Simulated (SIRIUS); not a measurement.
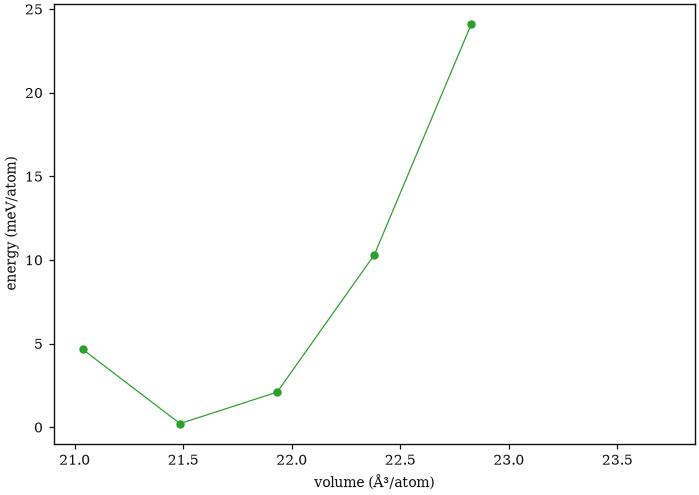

The plot gives the computed energy against volume for Hf, space group P6_3/mmc (No. 194).

The given structure:
```xyz
2
Lattice="3.1967 0.0000 0.0000 -1.5983 2.7684 0.0000 0.0000 0.0000 5.0578" Properties=species:S:1:pos:R:3 pbc="T T T"
Hf    1.5984    0.9228    3.7934
Hf    0.0000    1.8456    1.2645
```

How it was computed, with SIRIUS 7.12.0: all-electron LAPW DFT, no spin polarisation; energies at scaled volumes of the given cell, shape and fractions fixed, counted from the fit's minimum, third-order Birch-Murnaghan fit. Level: PBEsol.

```csv
setting,value
k mesh,10×10×5
occupations,Fermi–Dirac
smearing width,0.05 eV
potentials,all electron FP LAPW
program settings,"basis apw+lo standard, gk cutoff 3.47 1/bohr, pw cutoff 20 1/bohr"
```

The points at volume 23.28 Å³/atom and 23.72 Å³/atom are left out of the plot. What values does the calculation give there?

| volume (Å³/atom) | energy (meV/atom) |
| --- | --- |
| 23.28 | 43.06 |
| 23.72 | 66.52 |

Note: shape and atomic fractions are frozen while scaling, which makes layered, chain and framework solids too stiff.
